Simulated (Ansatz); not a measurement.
Read the following structure.

```cif
data_structure
_symmetry_space_group_name_H-M 'I m m a'
_symmetry_Int_Tables_number 74
_cell_length_a 3.3830
_cell_length_b 5.0303
_cell_length_c 3.7179
_cell_angle_alpha 90.000
_cell_angle_beta 90.000
_cell_angle_gamma 90.000
_cell_volume 63.27
loop_
_atom_site_label
_atom_site_type_symbol
_atom_site_symmetry_multiplicity
_atom_site_Wyckoff_symbol
_atom_site_fract_x
_atom_site_fract_y
_atom_site_fract_z
_atom_site_occupancy
P1 P 4 e 0.00000 0.75000 0.05331 1
```

**What does this file describe?**

The element is phosphorus. Space group Imma (No. 74), lattice body-centred orthorhombic. The cell holds four atoms. P bonds to two P in a bent arrangement at 2.24 Å. The bonds build P chains along [100].

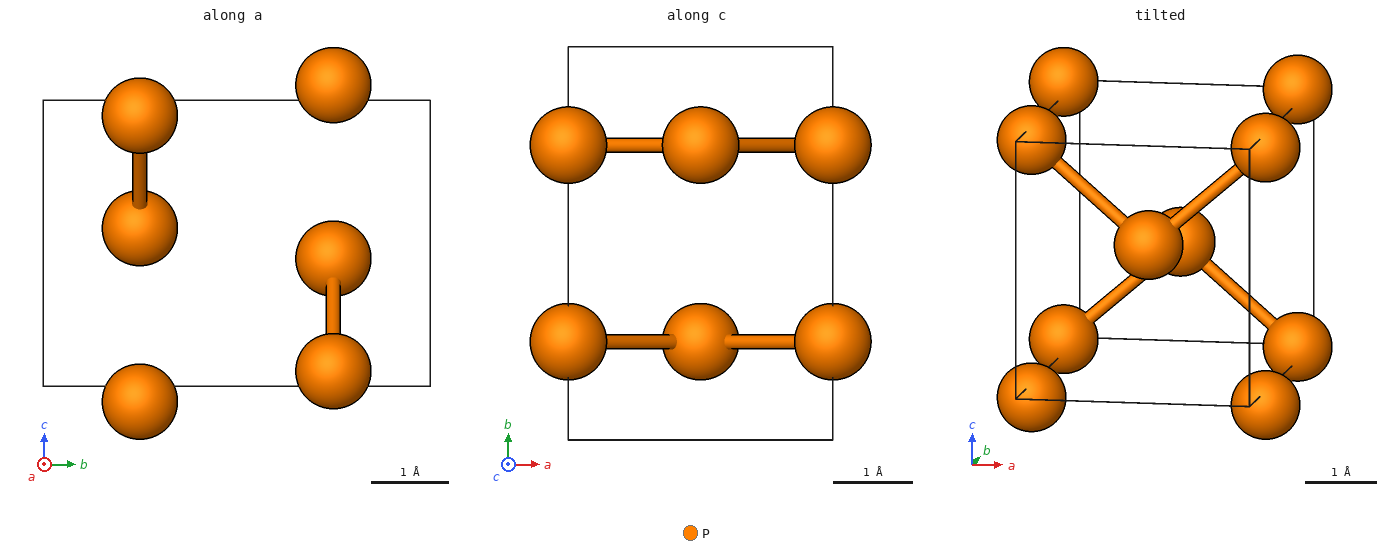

Ball-and-stick drawing of the structure, looking along the a axis, along the c axis and slightly off an axis. The edges of the conventional unit cell are marked. Colours: phosphorus orange.

The cell started as a structure listed in the Materials Project. Earlier steps of the study may have refined or changed the cell and positions. It was set up as input for a calculation with Ansatz.
